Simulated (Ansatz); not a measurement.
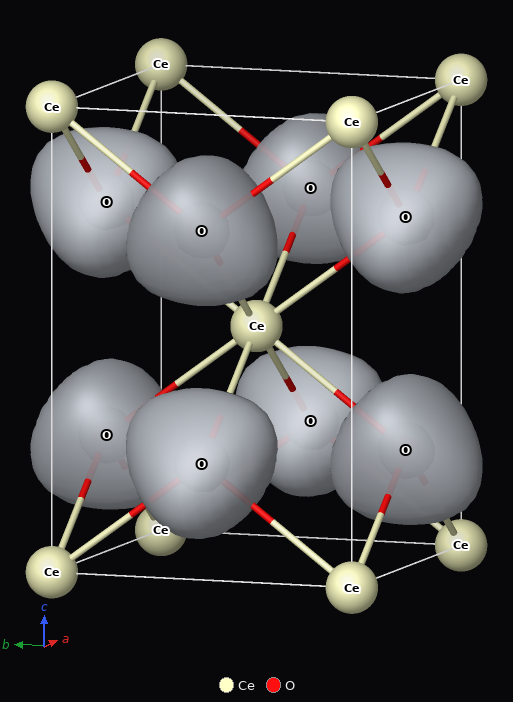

Figure 1: CeO2. Isosurface of the ELF at 0.65 (grey), seen at an oblique angle. Only the valence region is drawn (cores and ρ < 0.01 e/Å³ removed). Sticks mark near contacts.

Space group I4/mmm; computed pressure about 25 GPa in this cell; the SCF solution may not be the lowest one; no Hubbard U on the f states and no spin–orbit coupling; the program warned that a starting moment wasn't kept; spin-polarised, but the moments vanished.

Method: Ansatz, Kohn-Sham DFT of a periodic cell, PBE, Ansatz PAW.

Input

```
crystal:
  lattice:
    - [0.0, 2.595504, 2.70365]
    - [2.595504, 0.0, 2.70365]
    - [2.595504, 2.595504, 0.0]
  atoms:
    - { symbol: Ce, position: [0.0, 0.0, 0.0], spin: 1.0 }
    - { symbol: O, position: [0.75, 0.75, 0.75] }
    - { symbol: O, position: [0.25, 0.25, 0.25] }
hamiltonian:
  xc: pbe
  pseudopotentials: { kind: paw }
magnetization:
  spin_polarized: true
kpoints:
  mp_grid: { grid: [7, 7, 7] }
  band_path:
    path:
      - [[0.0, 0.0, 0.0], [0.0, 0.5, 0.5], [-0.2304, 0.5, 0.2696], [-0.3652, 0.3652, 0.0], [0.0, 0.0, 0.0], [0.5, 0.5, 0.0], [0.3652, 0.6348, 0.0], [0.0, 0.5, 0.0], [0.25, 0.75, 0.5], [0.5, 0.7696, 0.2696], [0.5, 0.5, 0.0]]
      - [[0.0, 0.5, 0.5], [0.25, 0.75, 0.5]]
    npoints: 14
scf:
  occupations: { method: fermi_dirac, width: 0.05 }
  n_extra_bands: 7
output:
  forces: true
  stress: true
  eigenvalues: true
  fatbands: true
  write_density: true
  write_potential: true
  elf: true
  volumetric_format: npy
```

Launched as:

```sh
ansatz run input.yaml --threads 2 --pin off --max-ram 5632MiB --backend cpu --events-out ev --progress --plain --runs-dir out
```

Below, planes, directions and counts refer to the conventional cell (a = 3.67 Å, b = 3.67 Å, c = 5.41 Å, α = 90.00°, β = 90.00°, γ = 90.00°).

**Identify the bonds, lone pairs and shells in this picture.**

The surface consists of four regions wrapped around O (the valence shell of each), counted in one cell of 6 atoms. Regions shared between cells count once.

Values along the shortest contacts:
Ce–O (2.28 Å): the ELF peaks at about 0.80 in the valence shell of O, 0.6 Å from its nucleus, and drops to about 0.25 between the two atoms (no shared electron pair shows on this line).
